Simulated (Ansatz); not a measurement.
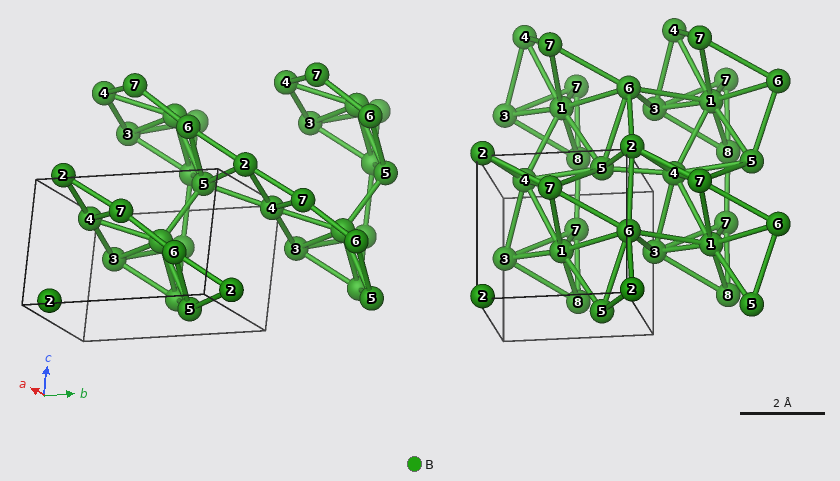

Two geometries of a crystal of B (built on the beta-tungsten (A15)_223 type) (coarse preliminary run), drawn at one scale. One is the start of a relaxation, the other its converged end. The picture is a ball-and-stick view of the cell of the calculation, repeated 1 × 2 × 2 with one cell outlined, seen from a free direction.

These are results of DFT PBE, scalar-relativistic, plane waves, PAW (Ansatz 0.2.0), not measurements. Settings: plane-wave cutoff 420 eV; k-point mesh 6 × 6 × 6; occupations gaussian; smearing width 0.1 eV; no spin polarisation; cell and atoms relaxed; force threshold 0.015 eV/Å; at most 120 steps.

> Which geometry has the lower energy?

The left one is the relaxed one. The atom that moves furthest relative to the cell is B6 (1.32 Å along [1 −2 −1]). Cell: a 3.636 → 4.340 Å (+19.4 %), b 3.622 → 4.363 Å (+20.5 %), c 3.589 → 3.254 Å (−9.3 %), α 90.0° → 80.2°, β 91.2° → 101.2°, γ 91.4° → 111.1°. Volume +18.7 %. Among the contacts that change: B3–B6 1.981 → 4.529 Å, B1–B6 2.152 → 4.502 Å, B1–B3 2.285 → 3.657 Å, B1–B4 2.021 → 3.340 Å. Among the angles between lasting bonds that change: B2–B4–B3 113.1° → 177.4°, B1–B4–B5 121.9° → 178.1°, B8–B7–B8 172.8° → 123.0°. The space group stays P1 (No. 1). After 22 accepted moves (25 points after the start) the energy has fallen by 1328 meV per atom. The largest force component goes from 1.1 to 0.004 eV/Å. The pressure goes from 17.77 to 0.01 GPa. The line search rejected the trial step at point 13 of the run. The SCF was repeated twice at an unchanged geometry on a basis and grid sized afresh for the cell, which shifted the energy by 42.5 meV per atom at most. The run took roughly 4 core-minutes on a shared host.
